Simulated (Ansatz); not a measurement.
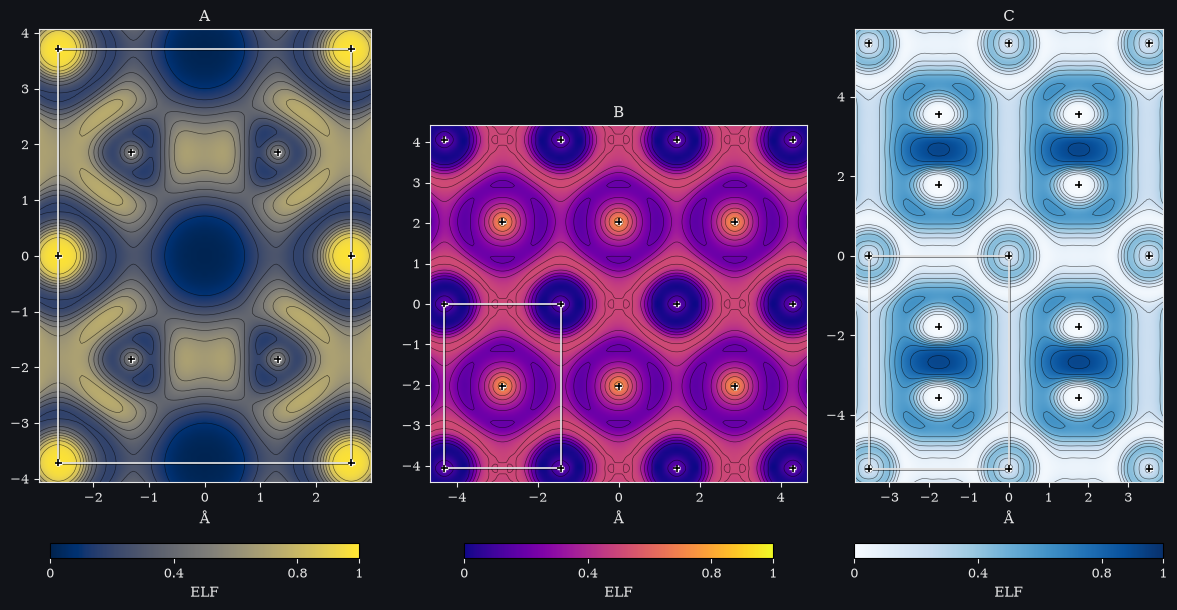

The electron localisation function of 3 systems, each on a plane through atoms (crosses mark nuclei in the plane).

The calculation used DFT, PBE, PAW with Ansatz's default frozen-core files, scalar-relativistic in Ansatz.

System 1: AlNi, the (011) plane of the conventional cell. Space group Pm-3m; computed pressure about 4 GPa in this cell; the program warned that a starting moment wasn't kept; spin-polarised, but the moments vanished.

```yaml
crystal:
  lattice:
    - [2.87136, 0.00000, 0.00000]
    - [0.00000, 2.87136, 0.00000]
    - [0.00000, 0.00000, 2.87136]
  atoms:
    - { symbol: Al, position: [0.00000, 0.00000, 0.00000] }
    - { symbol: Ni, position: [0.50000, 0.50000, 0.50000] }
```

System 2: CoSi2, the (110) plane of the conventional cell. Space group Fm-3m; computed pressure about 12 GPa in this cell; the program warned that a starting moment wasn't kept; spin-polarised, but the moments vanished.

```
Co Si
1.0
     5.25548    0.00000    0.00000
     0.00000    5.25548    0.00000
     0.00000    0.00000    5.25548
Co Si
4 8
Direct
  0.00000 0.00000 0.00000
  0.50000 0.50000 0.00000
  0.50000 0.00000 0.50000
  0.00000 0.50000 0.50000
  0.25000 0.25000 0.25000
  0.75000 0.75000 0.25000
  0.75000 0.25000 0.75000
  0.25000 0.75000 0.75000
  0.75000 0.25000 0.25000
  0.25000 0.75000 0.25000
  0.25000 0.25000 0.75000
  0.75000 0.75000 0.75000
```

System 3: MgB2, the (110) plane of the conventional cell. Space group P6/mmm.

```cif
data_structure
_symmetry_space_group_name_H-M 'P 1'
_symmetry_Int_Tables_number 1
_cell_length_a 3.0850
_cell_length_b 3.0850
_cell_length_c 3.5230
_cell_angle_alpha 90.000
_cell_angle_beta 90.000
_cell_angle_gamma 120.000
_cell_volume 29.04
loop_
_atom_site_label
_atom_site_type_symbol
_atom_site_fract_x
_atom_site_fract_y
_atom_site_fract_z
_atom_site_occupancy
Mg1 Mg 0.00000 0.00000 0.00000 1
B1 B 0.33333 0.66667 0.50000 1
B2 B 0.66667 0.33333 0.50000 1
```

### Which map belongs to which system?

Panel A is system 2, CoSi2: the plane holds Co and Si. Co–Si (2.28 Å): the ELF peaks at about 0.75 in the valence shell of Si, 0.9 Å from its nucleus, and is about 0.50 at the midpoint. Panel B is system 1, AlNi: the plane holds Al and Ni. Al–Ni (2.49 Å): the ELF is about 0.40 at the midpoint. Panel C is system 3, MgB2: the plane holds Mg and B. B–B (1.78 Å): the ELF peaks at about 0.90 between the atoms.
